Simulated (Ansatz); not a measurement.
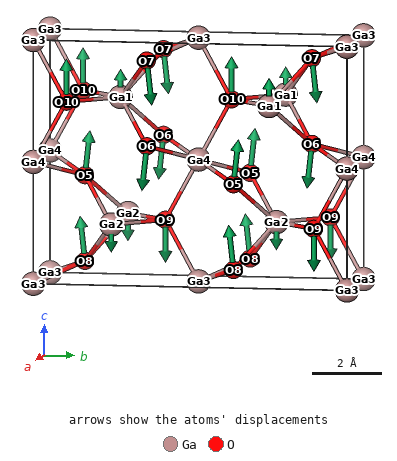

Phonons of crystalline Ga$_{2}$O$_{3}$, space group Cmcm (No. 63), at the zone centre. The optical levels lie at 52i, 50i, 57, 124, 140, 197, 199, 219, 231, 240, 252, 298, 300, 309, 337, 366 (×2), 407, 443 (×2), 504, 510, 523, 555, 606, 612, 633 cm⁻¹. One mode is drawn. Displacements are drawn as green arrows; their common scale and sign are arbitrary. A ball-and-stick model of the conventional cell (2 times the calculation's cell), seen slightly off an axis. Lengths and directions refer to the drawn axes.

Computed with DFT PBEsol, scalar-relativistic, plane waves, PAW (Ansatz 0.2.0). Set-up: plane-wave cutoff 420 eV; k-point mesh 10 × 10 × 4; occupations gaussian; smearing width 0.05 eV; no spin polarisation.

Frequencies are those without the non-analytic (LO–TO) term.

To which level does it belong?

The level at 252 cm⁻¹. This is the B₃g mode, optical level 11 of 25, counted from below (2 lower levels are imaginary, so the structure is unstable), Raman-active by symmetry. The Ga (4a) atoms stay at rest; atoms of one kind move against one another, with no net shift of any sublattice; the kinetic energy is shared as O 74 %, Ga 26 %.
